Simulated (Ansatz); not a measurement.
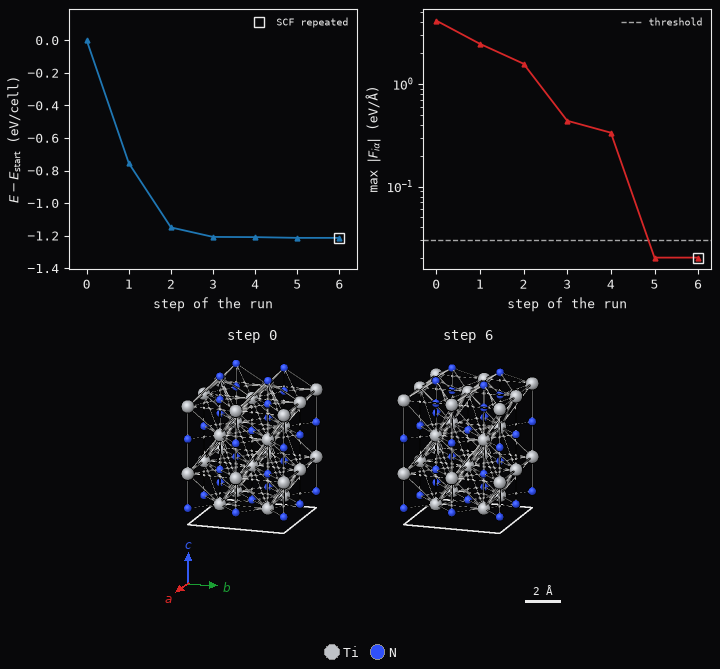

First and last geometry of a constrained relaxation of a slab of composition Ti4N5 (cut from the Fm-3m phase), with the history of the run. The picture is a ball-and-stick view of the 2 × 2 repeat of the cell, outlined in the plane, without the vacuum, seen slightly off an axis.

Case: N put at a top N site. The slab is the (1 0 0) face of TiN with N on it. 4 atoms are held fixed.

The calculation used Ansatz, DFT PBEsol, scalar-relativistic, plane waves, PAW. Set-up: plane-wave cutoff 420 eV; k-point mesh 10 × 10 × 1; occupations gaussian; smearing width 0.1 eV; no spin polarisation; dipole correction; atoms relaxed in a fixed cell; force threshold 0.03 eV/Å; at most 70 steps.

Read the history and describe the run.

Answer. It converged. The energy falls by 1.213 eV per cell of the calculation in 5 accepted moves (6 points after the start). Largest force component: 4.1 eV/Å at the start, 0.02 eV/Å at the end. 1 step only repeated the SCF at the same geometry. A Ti atom moves most: 0.37 Å along the normal (+c). Largest moves by element: Ti 0.37 Å, N 0.28 Å. The lattice vectors keep their values. Near-neighbour distances that change, for instance: N–Ti 1.981 → 2.328 Å, N–Ti 2.630 → 2.299 Å, Ti–Ti 2.897 → 3.178 Å, N–Ti 2.155 → 1.948 Å. Among the angles between lasting bonds that change: Ti–N–Ti 106.1° → 132.2°, Ti–N–Ti 85.6° → 101.7°, Ti–N–N 94.4° → 78.3°. Cost: 81 s on 2 threads of Arm Neoverse V2, on a shared host, peak memory 0.52 GiB.

Limits of the set-up: the cell has an odd number of electrons but was run without spin polarisation; the periodic images lie only 3.0 Å apart, so the values are limited by the cell's size.
